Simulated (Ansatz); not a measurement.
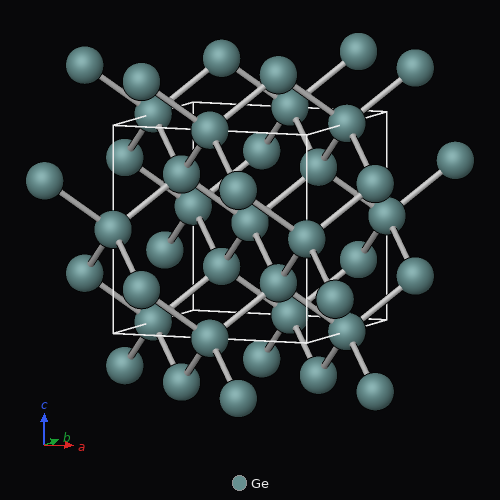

The compound is Ge (space group Fd-3m, No. 227), taken as the geometry relaxed with Ansatz 0.2.0, DFT PBEsol, scalar-relativistic, plane waves, PAW.

Bonds are taken as Ge–Ge below 2.8 Å; no other contact counts. Atoms with one bond or none are removed and atoms with two bonds are replaced by edges, until no such atom is left.

### What kind of net remains, and which atoms are its nodes?

A uninodal 4-connected, three-periodic net: Ge is a 4-connected node.

### Does the net have a name?

It is the dia net, known from diamond, zinc blende and cristobalite.

### Is the net interpenetrated?

It is a single net, without interpenetration.

### How many nodes does the smallest cycle have?

Six.

The simplified net, drawn on the atoms' positions. Nodes are coloured by element. Edges to nodes outside the piece are drawn as stubs.

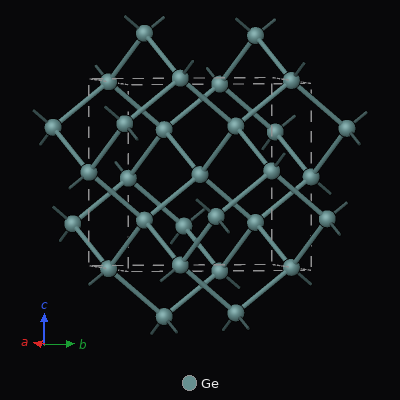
